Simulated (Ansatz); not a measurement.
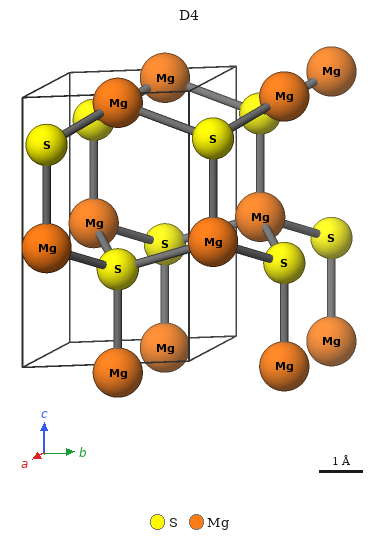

Solid MgS (set up in P6_3mc), relaxed (cell and atoms) with several dispersion corrections. The picture shows the result with D4. The picture is a ball-and-stick view of the cell of the calculation, repeated 2 × 2 × 1 with one cell outlined, seen slightly off an axis.

Computed with Ansatz 0.2.0: PBEsol, Ansatz PAW. Set-up: plane-wave cutoff 420 eV; k-point mesh 8 × 8 × 4; occupations fermi-dirac; smearing width 0.05 eV; no spin polarisation; cell and atoms relaxed; force threshold 0.01 eV/Å.

```csv
dispersion correction,volume (Å³/atom),a (Å),c (Å)
D4,22.182,4.009,6.375
D3(BJ),?,?,?
none,22.543,4.029,6.416
D3(BJ)-ATM,21.955,3.997,6.349
```

Fill in the missing row.

Answer. With D3(BJ) the volume is the smallest of the series, below D3(BJ)-ATM (21.955). The calculation gives 21.882 Å³/atom (a = 3.993 Å, c = 6.340 Å). In order of volume: D3(BJ) < D3(BJ)-ATM < D4 < none; the spread is 3.0 %.

Each member starts from this one structure; whether another phase lies lower wasn't checked.
